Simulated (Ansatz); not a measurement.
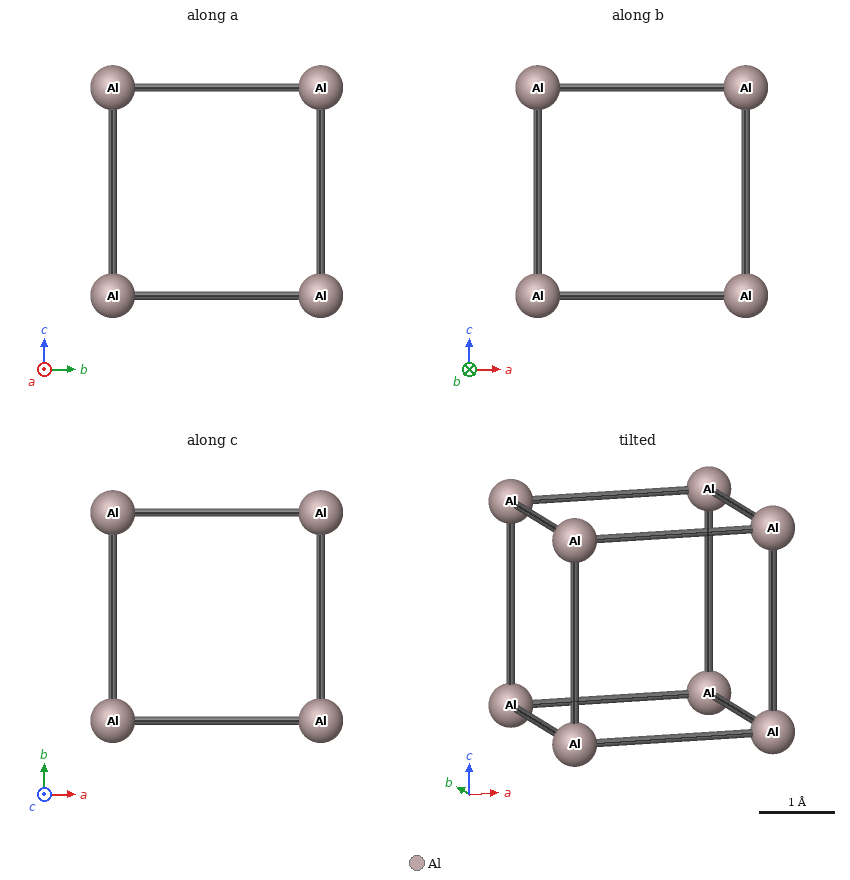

The crystal in a ball-and-stick representation, seen along the a axis, along the b axis, along the c axis and slightly off an axis. Atoms at the boundary of the conventional unit cell (the box) are drawn once for each face, edge or corner they touch.

Lattice parameters: a = 2.7880 Å, b = 2.7880 Å, c = 2.7880 Å, α = 90.000°, β = 90.000°, γ = 90.000°.

> Give the atomic positions as a CIF in P1 with every atom of the cell.

```cif
data_structure
_symmetry_space_group_name_H-M 'P 1'
_symmetry_Int_Tables_number 1
_cell_length_a 2.7880
_cell_length_b 2.7880
_cell_length_c 2.7880
_cell_angle_alpha 90.000
_cell_angle_beta 90.000
_cell_angle_gamma 90.000
_cell_volume 21.67
loop_
_atom_site_label
_atom_site_type_symbol
_atom_site_fract_x
_atom_site_fract_y
_atom_site_fract_z
_atom_site_occupancy
Al1 Al 0.0000 0.0000 0.0000 1
```

The cell started as a structure type filled with this element by a generator (whether the element takes this form wasn't checked). Earlier steps of the study may have refined or changed the cell and positions. Ansatz was used for an electronic-structure calculation on it.
